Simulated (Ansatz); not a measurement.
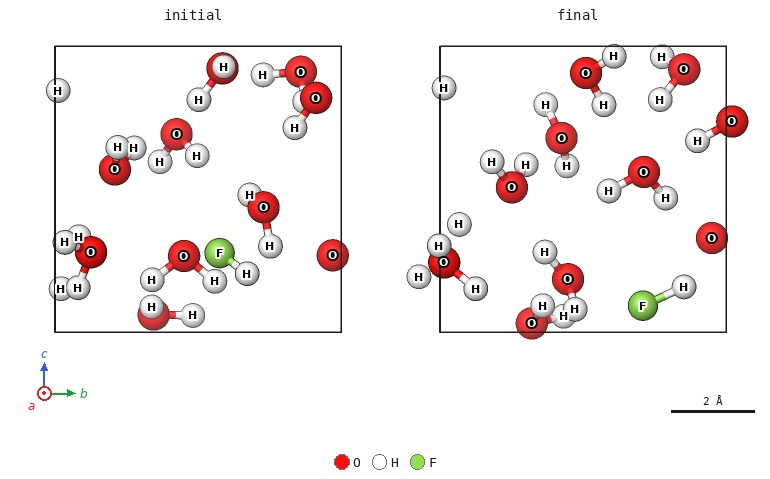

The structure of an amorphous cell of composition H21O10F before (left) and after (right) a relaxation, at one scale.

The picture is a ball-and-stick view of the cell of the calculation, seen along the a axis.

The cell holds 10 H2O + 1 HF. The run prepares the start of a later molecular dynamics calculation, from a guessed geometry.

All numbers below come from Ansatz 0.2.0, DFT PBE, scalar-relativistic, plane waves, PAW. Settings: plane-wave cutoff 420 eV; k-point mesh 1 × 1 × 1; occupations fermi dirac; smearing width 0.02 eV; no spin polarisation; atoms relaxed in a fixed cell; force threshold 0.3 eV/Å; at most 15 steps.

What changed between the two?

The relaxation stopped without meeting its thresholds, so the last structure isn't shown to be converged. It used up its limit of 15 steps. Over 14 geometry steps the energy falls by 7.016 eV per cell of the calculation. Largest force component: 2.1 eV/Å at the start, 1 eV/Å at the end. The atom that moves furthest is the F atom (1.69 Å along [1 2 −3]). Largest moves by element: F 1.69 Å, H 1.49 Å, O 1.07 Å. The cell doesn't change. Some distances before and after: H–O 3.195 → 1.285 Å, F–H 0.934 → 1.097 Å, H–O 0.969 → 1.006 Å, H–O 0.969 → 0.977 Å. Bond angles that change, for instance: H–O–H 104.0° → 109.5°, H–O–H 104.0° → 107.2°, H–O–H 104.0° → 101.2°.

Limits of the set-up: the program's low-accuracy preset was used; the periodic images lie only 6.9 Å apart, so the values are limited by the cell's size.
